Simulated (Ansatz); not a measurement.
# How much does Pd in Au(111), 2x2 scatter?

How strong a scatterer is Pd in Au(111), 2x2, and does relaxation matter?

Main program and level: Ansatz 0.2.0; Ansatz plane-wave DFT, PBE, PAW files; ballistic transport by layer matching (Landauer), zero bias; PAW set soft_1, in the first sound run; inputs show where later runs differ.

**1. The structure**

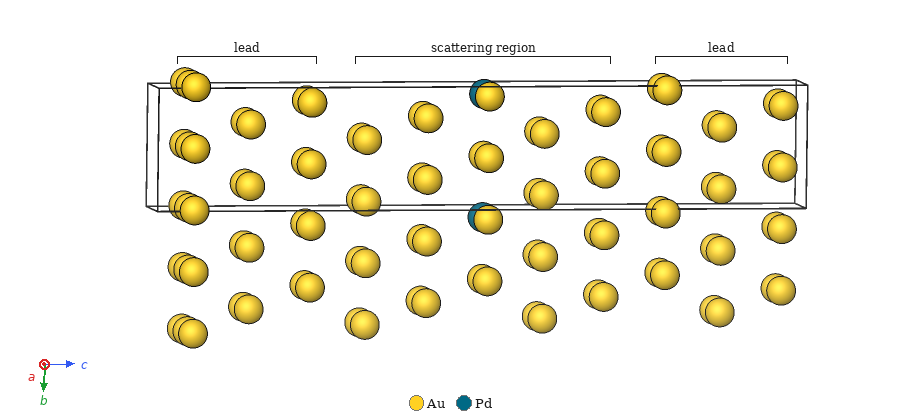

Start, viewed from the side, with the c axis across the page; gold yellow, palladium blue. 1×2×1 cells are drawn. Some periodic images of atoms are drawn too.

The cell holds 44 atoms: 43 Au and 1 Pd. Its edges and angles: a = 5.768 Å, b = 5.768 Å, c = 25.954 Å, α = 86.8°, β = 93.2°, γ = 120.0°. It derives from Au. Regions: lead, 24 atoms (24 Au); scattering region, 20 atoms (19 Au and 1 Pd). The structure is stacked along c, and the current runs across the ab planes.

**2. Transmission at ideal sites**

The defect sits in one plane of the supercell, all atoms on ideal sites; the layers about the cell's end are the lead. The mesh across the current, 12×12, is finer than the density's, because channels open and close sharply across the zone. Energies from -0.1 to 0.1 eV in steps of 0.05 eV are too few for the program's thermal sum, so it prints no conductance; for a metal the transmission near the Fermi level serves, at a fraction of the cost.

File input.yaml:

```yaml
crystal:
  lattice:
    - [5.7675164607, 0.0, 0.0]
    - [-2.8837582304, 4.9948157718, 0.0]
    - [-1.4418791152, 0.8324692953, 25.9003660885]
  atoms:
    - { symbol: Au, position: [0.0075757576, 0.9924242424, 0.0454545455] }
    - { symbol: Au, position: [0.0075757576, 0.4924242424, 0.0454545455] }
    - { symbol: Au, position: [0.5075757576, 0.9924242424, 0.0454545455] }
    - { symbol: Au, position: [0.5075757576, 0.4924242424, 0.0454545455] }
    - { symbol: Au, position: [0.1893939394, 0.3106060606, 0.1363636364] }
    - { symbol: Au, position: [0.1893939394, 0.8106060606, 0.1363636364] }
    - { symbol: Au, position: [0.6893939394, 0.3106060606, 0.1363636364] }
    - { symbol: Au, position: [0.6893939394, 0.8106060606, 0.1363636364] }
    - { symbol: Au, position: [0.3712121212, 0.1287878788, 0.2272727273] }
    - { symbol: Au, position: [0.3712121212, 0.6287878788, 0.2272727273] }
    - { symbol: Au, position: [0.8712121212, 0.1287878788, 0.2272727273] }
    - { symbol: Au, position: [0.8712121212, 0.6287878788, 0.2272727273] }
    - { symbol: Au, position: [0.053030303, 0.946969697, 0.3181818182] }
    - { symbol: Au, position: [0.053030303, 0.446969697, 0.3181818182] }
    - { symbol: Au, position: [0.553030303, 0.946969697, 0.3181818182] }
    - { symbol: Au, position: [0.553030303, 0.446969697, 0.3181818182] }
    - { symbol: Au, position: [0.2348484848, 0.2651515152, 0.4090909091] }
    - { symbol: Au, position: [0.2348484848, 0.7651515152, 0.4090909091] }
    - { symbol: Au, position: [0.7348484848, 0.2651515152, 0.4090909091] }
    - { symbol: Au, position: [0.7348484848, 0.7651515152, 0.4090909091] }
    - { symbol: Pd, position: [0.4166666667, 0.0833333333, 0.5] }
    - { symbol: Au, position: [0.4166666667, 0.5833333333, 0.5] }
    - { symbol: Au, position: [0.9166666667, 0.0833333333, 0.5] }
    - { symbol: Au, position: [0.9166666667, 0.5833333333, 0.5] }
    - { symbol: Au, position: [0.0984848485, 0.9015151515, 0.5909090909] }
    - { symbol: Au, position: [0.0984848485, 0.4015151515, 0.5909090909] }
    - { symbol: Au, position: [0.5984848485, 0.9015151515, 0.5909090909] }
    - { symbol: Au, position: [0.5984848485, 0.4015151515, 0.5909090909] }
    - { symbol: Au, position: [0.2803030303, 0.2196969697, 0.6818181818] }
    - { symbol: Au, position: [0.2803030303, 0.7196969697, 0.6818181818] }
    - { symbol: Au, position: [0.7803030303, 0.2196969697, 0.6818181818] }
    - { symbol: Au, position: [0.7803030303, 0.7196969697, 0.6818181818] }
    - { symbol: Au, position: [0.4621212121, 0.0378787879, 0.7727272727] }
    - { symbol: Au, position: [0.4621212121, 0.5378787879, 0.7727272727] }
    - { symbol: Au, position: [0.9621212121, 0.0378787879, 0.7727272727] }
    - { symbol: Au, position: [0.9621212121, 0.5378787879, 0.7727272727] }
    - { symbol: Au, position: [0.1439393939, 0.8560606061, 0.8636363636] }
    - { symbol: Au, position: [0.1439393939, 0.3560606061, 0.8636363636] }
    - { symbol: Au, position: [0.6439393939, 0.8560606061, 0.8636363636] }
    - { symbol: Au, position: [0.6439393939, 0.3560606061, 0.8636363636] }
    - { symbol: Au, position: [0.3257575758, 0.1742424242, 0.9545454545] }
    - { symbol: Au, position: [0.3257575758, 0.6742424242, 0.9545454545] }
    - { symbol: Au, position: [0.8257575758, 0.1742424242, 0.9545454545] }
    - { symbol: Au, position: [0.8257575758, 0.6742424242, 0.9545454545] }
kpoints:
  mp_grid: { grid: [5, 5, 1] }
hamiltonian:
  xc: pbe
  pseudopotentials: { kind: paw, azcp: { folder: soft_1 } }
scf:
  occupations: { method: fermi_dirac, width: 0.1 }
output:
  transmission: { leads: [[0, 4]], kmesh: [12, 12], e_range: [-0.1, 0.1], de: 0.05 }
  write_potential: true
  write_density: true
  volumetric_format: npy
  elf: true
```

Command:

```sh
ansatz run input.yaml --threads 4 --pin off --max-ram 15360MiB --backend cpu --events-out ev --progress --plain --runs-dir out
```

Numbers of over 12 decimals in the logs are rounded to 6 here.

The log of the run:

```text
Engine: ansatz 0.2.0, aarch64-unknown-linux-gnu
Pseudopotentials: kind: paw
Pseudopotential: Au, paw, valence charge 19, recommended cutoff 420 eV (normal), soft_1/Au.paw.azcp
Pseudopotential: Pd, paw, valence charge 18, recommended cutoff 420 eV (normal), soft_1/Pd.paw.azcp
Functional definition: PBE
  parameter kappa = 0.804
  parameter beta = 0.066725
  exchange = pbe_x(kappa = kappa, mu = beta*pi^2/3)
  correlation = pbe_c(beta = beta)
Crystal: 44 atoms, lattice volume = 746.130 Å³
Basis set: ecut = 420 eV, 14649 PW (Γ)
Bands: 501, of which v1, the nominal top of the filled ones, is band 418 counted from 1 (417 counted from 0)
Symmetry: 4 space group operations
Space group: C2/m (ITA 12), of the structure as read, at distance tolerance 9.1e-5 Å
k-points: 9 of 25
Non-local potential: Au, projectors of the file, l = 0: 3, l = 1: 2, l = 2: 2, l = 3: 1
Non-local potential: Pd, projectors of the file, l = 0: 2, l = 1: 2, l = 2: 2, l = 3: 1
PAW form: soft (Blöchl's): semilocal exchange-correlation on the pseudo side does not see the compensation charge
PAW one-centre angular grid: Au, 590 points (default); XC on 64 Gauss nodes
PAW one-centre angular grid: Pd, 590 points (default); XC on 64 Gauss nodes
Initial density: superposition of atomic densities (chi_scale 0.1, normalization cell, long waves 55 % of neutral atoms (reshape's long-wave potential 1.55 eV rms, cloud 2.75 Å wide))
Initial wavefunctions: pseudopotential atomic-orbital guess
Functional: x = pbe(κ = 0.804, μ = 0.219515), c = pbe(β = 0.066725)
SCF iter   1: F=—  HF=-572490.984872 eV  |F-HF|=—  |Δ(HF+E_count)|=         —  Δρ=7.46e-2  dr2=3.06e2  ethr=3.10e-3  ⟨swp⟩=4.0  Hψ=13440  notcnv=0  defer=91
preconditioner: auto → Kerker (q_TF=auto, 2.780 Å⁻¹)  [metal: Δε(μ)=0.037 eV  Ē_g=10.095 eV  σ=0.100 eV  W_gap=0.09  n_scr=292 (ndim 8)  ℏωp=29.9 eV  f_vac=0.000  D(μ)=12.16/eV (n_scr^D=70)]
SCF iter   2: F=—  HF=-572478.525733 eV  |F-HF|=—  |Δ(HF+E_count)|=    1.25e1  Δρ=3.37e-2  dr2=1.37e2  ethr=3.10e-3  ⟨swp⟩=2.0  Hψ=6659  notcnv=0  defer=510
SCF iter   3: F=—  HF=-572474.531297 eV  |F-HF|=—  |Δ(HF+E_count)|=    3.99e0  Δρ=9.23e-3  dr2=2.92e1  ethr=3.10e-3  ⟨swp⟩=2.4  Hψ=7255  notcnv=0  defer=513
SCF iter   4: F=—  HF=-572474.154396 eV  |F-HF|=—  |Δ(HF+E_count)|=   3.77e-1  Δρ=5.11e-3  dr2=3.33e0  ethr=3.10e-3  ⟨swp⟩=1.1  Hψ=4920  notcnv=0  defer=517
SCF iter   5: F=—  HF=-572474.058837 eV  |F-HF|=—  |Δ(HF+E_count)|=   9.56e-2  Δρ=1.63e-3  dr2=3.59e-1  ethr=3.99e-4  ⟨swp⟩=1.1  Hψ=4247  notcnv=0  defer=526
SCF iter   6: F=—  HF=-572474.055393 eV  |F-HF|=—  |Δ(HF+E_count)|=   3.44e-3  Δρ=6.25e-4  dr2=3.09e-3  ethr=4.29e-5  ⟨swp⟩=1.0  Hψ=3971  notcnv=0  defer=526
SCF iter   7: F=—  HF=-572474.055940 eV  |F-HF|=—  |Δ(HF+E_count)|=   5.46e-4  Δρ=1.75e-4  dr2=5.04e-4  ethr=3.70e-7  ⟨swp⟩=2.0  Hψ=8152  notcnv=0  defer=527
SCF iter   8: F=—  HF=-572474.055939 eV  |F-HF|=—  |Δ(HF+E_count)|=   5.78e-7  Δρ=3.93e-5  dr2=3.25e-5  ethr=6.04e-8  ⟨swp⟩=2.0  Hψ=7323  notcnv=0  defer=527
SCF iter   9: F=—  HF=-572474.056853 eV  |F-HF|=—  |Δ(HF+E_count)|=   9.14e-4  Δρ=1.26e-5  dr2=3.77e-6  ethr=3.89e-9  ⟨swp⟩=1.7  Hψ=4222  notcnv=0  defer=527
SCF iter  10: F=—  HF=-572474.056853 eV  |F-HF|=—  |Δ(HF+E_count)|=   2.61e-7  Δρ=3.12e-6  dr2=3.70e-7  ethr=4.52e-10  ⟨swp⟩=2.1  Hψ=5244  notcnv=0  defer=527
SCF iter  11: F=-572474.056853 eV  HF=-572474.056853 eV  |F-HF|=3.71e-8  |Δ(HF+E_count)|=   1.97e-8  Δρ=1.02e-6  dr2=4.34e-8  ethr=1.20e-11  ⟨swp⟩=9.8  Hψ=18079  notcnv=0
SCF 1 converged in 11 iterations: F = -572474.056853 eV  dr2 = 4.34e-8
  greatest PAW one-centre occupation: 1.000 electrons in one spin orbital (limit 2), on the Au atom at site 22 (counted from 0), in its partial waves of l = 0
transmission: 163 of 1591 steps passed
transmission: 319 of 1591 steps passed
[...]
transmission: 1591 of 1591 steps passed
SCF converged after 11 iterations
Free energy (F): -572474.056853 eV
Harris-Foulkes:  -572474.056853 eV  (|F-HF|=3.71e-8)
Internal energy: -572473.497319 eV  (E = F + TS)
E sigma→0 (E₀):  -572473.777086 eV
Entropy (-TS):   -0.559533 eV (-12.717 meV/atom)
Fermi energy:    20.598610 eV
--- Per-component energies (eV) ---
  E_band       = -9052.938281
  E_kinetic    = 25318.529909
  E_local      = -74819.350820  (includes V_loc(G=0)·N_el)
  E_nonlocal   = 4586.427079
  E_hartree    = 32376.910059
  E_xc         = -9406.932469
  E_vxc        = -11433.346152  (∫ρ·V_xc dr)
  E_paw        = -422269.890759  (= ΣΔE_a)
  E_vpaw       = -17459.090060  (= ΣTr[D̂ρ^β])
  E_aug_tail   = 0.073571  (compensation charges beyond the density's cutoff)
  E_ewald      = -128259.263889
  E_smearing   = -0.559533  (= −TS)
  E_closure    = -0.000000  (closes the sum)
  Σ components = -572474.056853   (vs F -572474.056853, Δ=0.00e0)
--- Band table (eV; the first three rows and the last of 9) ---
  k-point 0: bands = [... 414 lower, 20.6213, 21.0733, 21.0755, 21.3882, 21.4015, 21.4091, 21.4238, 21.5933, ... 79 higher]
  k-point 1: bands = [... 414 lower, 20.4128, 20.4908, 20.5546, 20.5795, 20.6677, 20.7623, 20.7726, 20.8238, ... 79 higher]
  k-point 2: bands = [... 414 lower, 20.3925, 20.4021, 20.4775, 20.5562, 20.6612, 20.7753, 21.0241, 21.0371, ... 79 higher]
  k-point 8: bands = [... 414 lower, 20.3757, 20.4008, 20.4761, 20.5297, 20.5730, 20.8005, 20.8031, 20.8575, ... 79 higher]
--- Transmission ---
  basis      : 253 plane waves across, 37 finite elements along
  points     : 43, standing for a mesh of 12 x 12
  energies   : 5 from -0.100000 to 0.100000 eV about the Fermi level, 0.050000 eV apart; the leads are filled to 0.000000 eV, and channels, transmission and decay are at 0.000000 eV
  crystal 0  : Au4, at the sites [0, 4], period 2.3546 Å, over 23.55 Å; its Hamiltonian steps by up to 5.0 meV
    offset         : up to 0.0000 Å between an atom of the period and one for which it stands
    channels       : 3.187500e0 a spin
    conductance    : none, the energies end too early or step too widely for 300 K: set another output.transmission.e_range or a lower de, or, where they end at an eighth of basis.ecutwfc, a higher one
  junction   : crystal 0 to crystal 0, 0.70 to 24.24 Å
    transmission   : 3.014940e0 a spin
    conductance    : none, the energies end too early or step too widely for 300 K: set another output.transmission.e_range or a lower de, or, where they end at an eighth of basis.ecutwfc, a higher one
```

The job ended after 15 min (4 threads of Arm Neoverse N1, shared host; peak memory 6.4 GiB).

This run has no spin polarisation although its electron count is odd.

Numbers from this step:

| Property | Result |
| --- | --- |
| free energy | -572474.0569 eV |
| energy at zero smearing | -572473.7771 eV |
| Fermi energy | 20.60 eV |
| cell area | 28.81 Å² |
| transmission per spin nearest the Fermi level | 3.015 |
| open channels per spin nearest the Fermi level | 3.188 |
| step of the lead's potential | 5 meV |

Per spin. Table of transmission, zone mean by energy, zero at the Fermi level:

```
energy (eV)  transmission, zone mean
    -0.1000                     2.99
    -0.0500                     3.01
     0.0000                     3.01
     0.0500                     3.01
     0.1000                     2.97
```

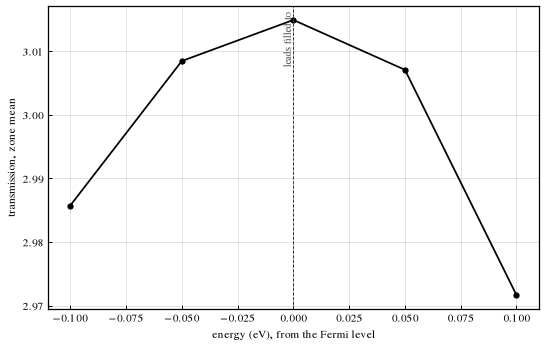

Transmission, zone mean against energy.

Per spin. The open channels, zone mean, lead by energy, zero at the Fermi level:

| energy (eV) | open channels, zone mean, lead |
| --- | --- |
| -0.1000 | 3.19 |
| -0.0500 | 3.19 |
| 0.0000 | 3.19 |
| 0.0500 | 3.19 |
| 0.1000 | 3.15 |

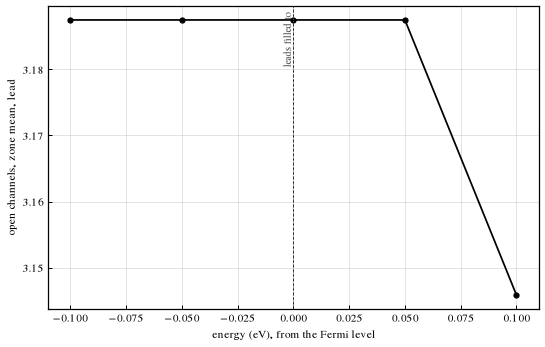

Open channels, zone mean, lead, plotted against energy.

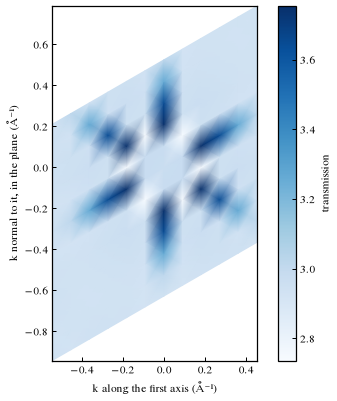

Transmission over k1 and k2. At 0.0000 eV from the Fermi level.

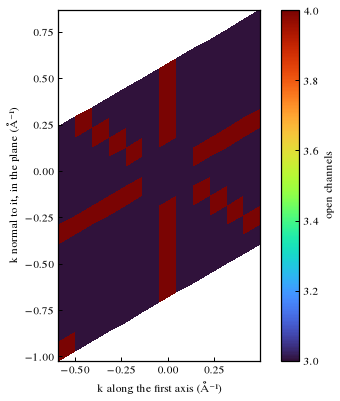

Open channels over k1 and k2. At 0.0000 eV from the Fermi level.

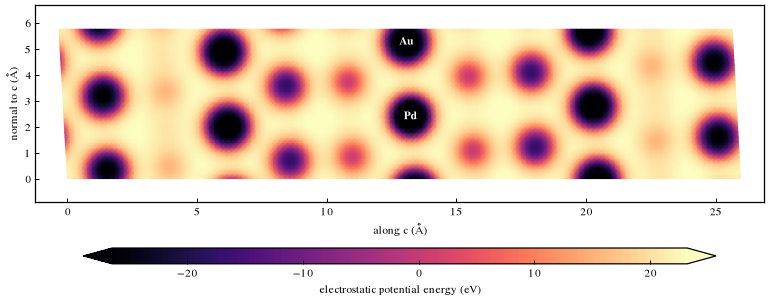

Electrostatic potential energy in the ca plane at fractional y = 0.083, with atoms of Pd and Au within 0.2 Å of it. With pseudopotentials it is smooth inside the atoms' cores, unlike the true potential.

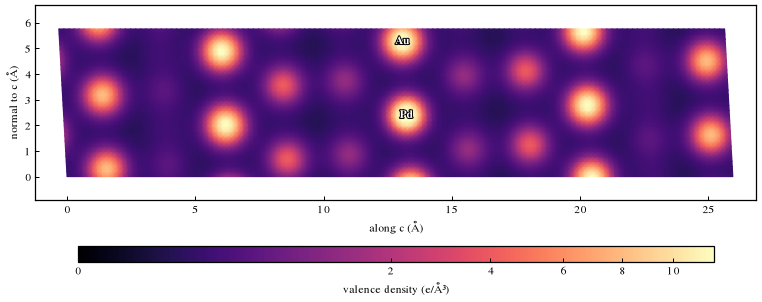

Valence density in the ca plane at fractional y = 0.083, with atoms of Pd and Au within 0.2 Å of it. It is the smooth field of the valence electrons, not physical close to the nuclei. The colour scale is stretched toward low values.

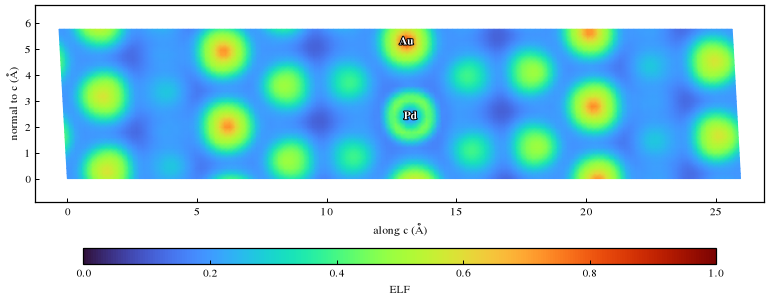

ELF in the ca plane at fractional y = 0.083, with atoms of Pd and Au within 0.2 Å of it. It is the smooth field of the valence electrons, not physical close to the nuclei.

Over the solved energies the transmission per spin lies between 2.97 and 3.01, out of 3.18 channels of the lead on average (up to 3.19).

**3. Resistance at ideal sites**

This step: Ansatz plane-wave DFT, PBE, PAW files; ballistic transport by layer matching (Landauer), zero bias; area resistance of the defect plane and resistivity an atomic per cent; PAW set soft_1 (Ansatz 0.2.0).

Numbers from this step:

```
area resistance                                                                                 : 0.06871 fΩ m²
T over the leads' mean channel count                                                            : 0.9444
resistivity per at.% scaled from this dense plane, with the factor 3/4 for isotropic scattering : 0.8755 µΩ cm
```

Averaged over the energies near the Fermi level, 94.4 % of the channels pass, which makes 0.0687 fΩ m².

By hand, with T and the leads' channels N averaged over the energies near the Fermi level: RA = A (h/2e²)(1/T − 1/N) = 28.81×10⁻²⁰ m² × 12 906 Ω × (1/3.010 − 1/3.188) = 0.0687 fΩ m². Per atomic per cent: RA × A / V_atom × 0.01 × 3/4 = 0.876 µΩ cm, with the host's V_atom = 16.96 Å³.

(Continued in part 2 of 2.)

[Logs are printed without paths, hosts, clocks, repeated set-up lines and the standing remarks that a program may print on its own settings, such as how far it seeks lower states.]

[Hosts, paths, dates, database ids (printed as entryN), source tags and the programs' standing remarks are cut or masked in the printed files.]
